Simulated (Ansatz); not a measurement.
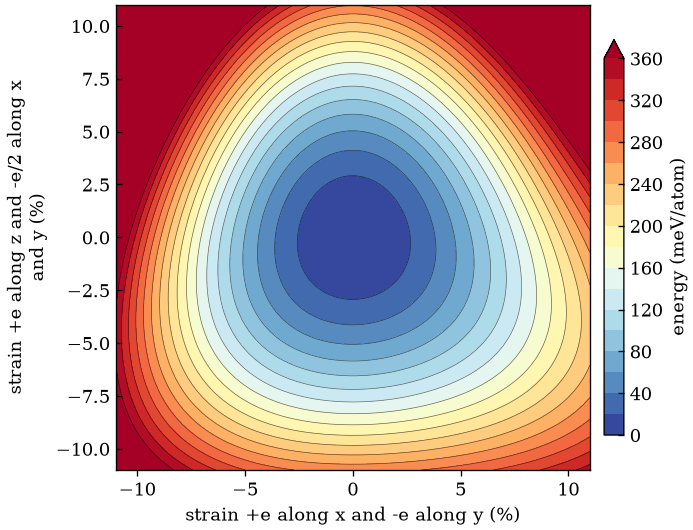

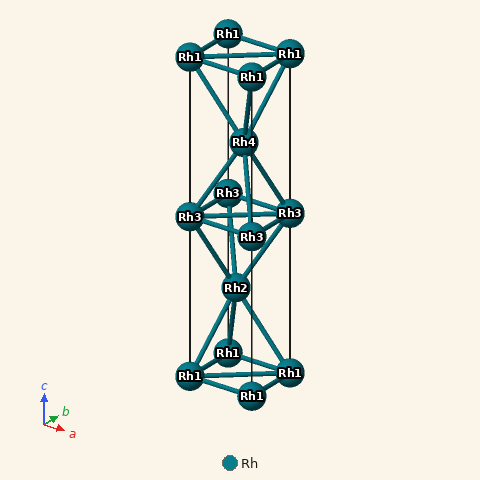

Energy landscape of Rh (P6_3/mmc, No. 194; 4 atoms in the cell). The energy is mapped over two homogeneous strains (x along [1 0 0], y along [1 2 0], z along [0 0 1] of the conventional cell). First axis: strain +e along x and -e along y. Second axis: strain +e along z and -e/2 along x and y. Nothing is relaxed (fractional coordinates fixed). The scan uses a 7 × 7 grid. Points are written as (first, second). Energies: meV/atom, counted from the lowest grid point. Method: Ansatz, DFT PBEsol, scalar-relativistic, plane waves, PAW. Settings: cutoff 420 eV, k-mesh 18×18×6 in the order of the run's cell vectors, gaussian smearing 0.15 eV, no spin polarisation.

Drawn: filled contours, one colour for all values above the top of the scale. Between grid points the surface is interpolated. The second picture is the structure at the lowest point

### What does the map say about the system?

The lowest grid point is at (0.0 %, 0.0 %). It is the only kind of minimum in the scanned range. The highest grid point, (−11.0 %, 11.0 %), lies 935 meV/atom above the lowest. Round the minimum the two coordinates are nearly uncoupled.

The values on the grid:

```
second ↓, first →  −11.0  −7.3  −3.7  0.0  3.7  7.3  11.0
             11.0    935   566   351  282  344  517   767
              7.3    698   373   185  126  180  328   542
              3.7    523   242    82   32   77  201   378
              0.0    409   174    42    0   37  135   273
             −3.7    359   169    64   31   59  132   232
             −7.3    372   225   148  125  143  189   256
            −11.0    446   338   286  273  282  307   349
```

Each point was launched as `ansatz run input.yaml --threads 2 --pin off --max-ram 4096MiB --backend cpu --events-out ev --progress --plain --runs-dir out`. Time for the 49 points that were run: 17 min on 2 threads of Arm Neoverse V1 (shared host).

PAW datasets: the set soft_1.
